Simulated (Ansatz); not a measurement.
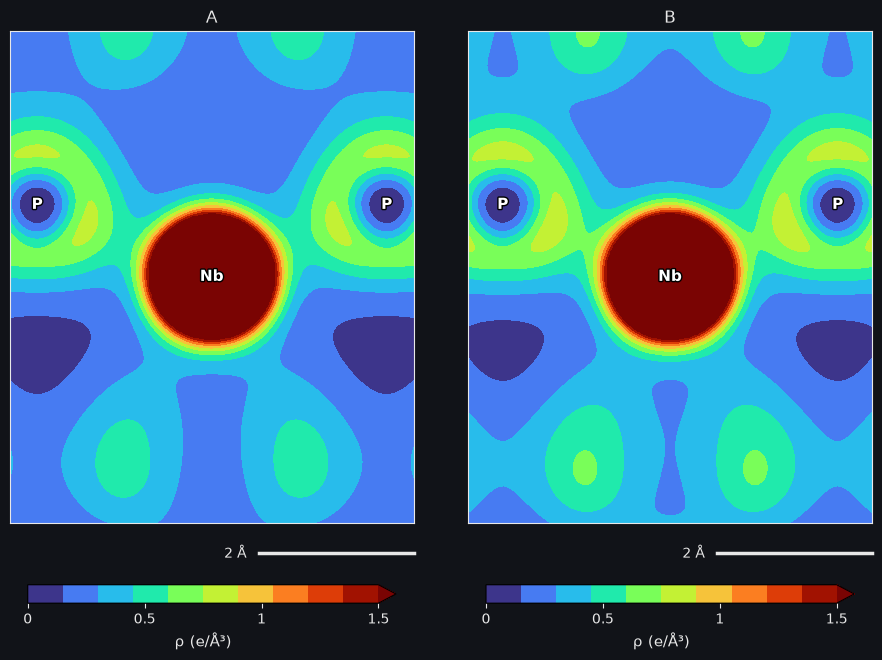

NbP. The valence charge density (pseudo) of two cells that differ in size and shape, on the (001) plane of each (indices in the axes of the calculation cell), at one length scale and on one colour scale: A has 14.3 Å³ an atom and B 13.2.

Space group I4₁md; a structure from a database of computed crystals, not necessarily the ambient phase.

The calculation used DFT PBEsol, scalar-relativistic, plane waves, PAW in Ansatz 0.2.0.

The larger cell:

```
Nb P
1.0
    -3.18744    3.18744    0.00000
     1.59372   -1.59372    5.64519
     0.00000    3.18744    0.00000
Nb P
2 2
Direct
  0.75019 0.50037 0.00000
  0.00019 0.00037 0.50000
  0.33244 0.66488 0.00000
  0.58244 0.16488 0.50000
```

The smaller cell: a = 4.320 Å, b = 6.044 Å, c = 3.055 Å, α = 104.64°, β = 45.00°, γ = 110.94°.

### What changes from the larger cell to the smaller?

From the larger cell to the smaller, Nb–P goes from 2.44 to 2.35 Å, and the density at its midpoint from 0.53 to 0.62 e/Å³; the pressure goes from 21 to 52 GPa.
